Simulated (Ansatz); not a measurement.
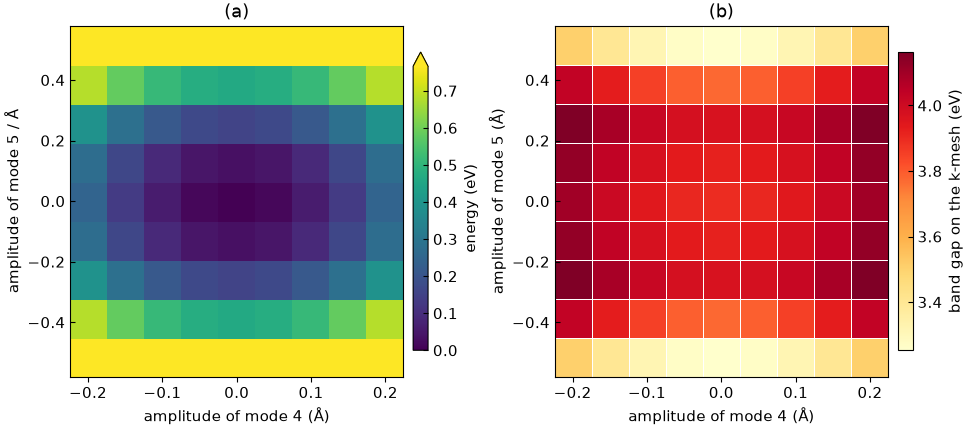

HfO₂ (P4_2/mnm, No. 136; 6 atoms in the cell). The energy is mapped over two normal modes frozen in (zone-centre modes of the 6-atom cell of this scan). First axis: amplitude of mode 4 (92 cm⁻¹), largest displacement. Second axis: amplitude of mode 5 (120 cm⁻¹), largest displacement. Nothing is relaxed (the cell and all other modes fixed). The scan uses a 9 × 9 grid; 25 points were computed and 56 follow by symmetry. Points are written as (first, second). Energies: eV per cell, counted from the lowest grid point. These are results of DFT PBEsol, scalar-relativistic, plane waves, PAW (Ansatz 0.2.0), not measurements. Settings: cutoff 520 eV, k-mesh 6×6×8 in the order of the run's cell vectors, gaussian smearing 0.05 eV, no spin polarisation.

Panel (a) is the energy; panel (b) is the computed band gap on the k-mesh, in eV.

In the figure: one coloured cell a grid point, one colour for all values above the top of the scale.

Q: How does the band gap on the k-mesh vary over the map, and what is it at the lowest grid point?

A: It runs from 3.25 eV at (0.000 Å, −0.515 Å) to 4.16 eV at (−0.199 Å, −0.258 Å). At the lowest grid point, (0.000 Å, 0.000 Å), it is 3.89 eV.

```
second ↓, first →  −0.199  −0.149  −0.100  −0.050  0.000  0.050  0.100  0.149  0.199
            0.515    3.51    3.40    3.32    3.27   3.25   3.27   3.32   3.40   3.51
            0.386    4.03    3.93    3.85    3.79   3.77   3.79   3.85   3.93   4.03
            0.258    4.16    4.08    4.02    3.98   3.97   3.98   4.02   4.08   4.16
            0.129    4.13    4.04    3.97    3.93   3.92   3.93   3.97   4.04   4.13
            0.000    4.10    4.01    3.94    3.91   3.89   3.91   3.94   4.01   4.10
           −0.129    4.13    4.04    3.97    3.93   3.92   3.93   3.97   4.04   4.13
           −0.258    4.16    4.08    4.02    3.98   3.97   3.98   4.02   4.08   4.16
           −0.386    4.03    3.93    3.85    3.79   3.77   3.79   3.85   3.93   4.03
           −0.515    3.51    3.40    3.32    3.27   3.25   3.27   3.32   3.40   3.51
```

PAW datasets: the set soft_1.
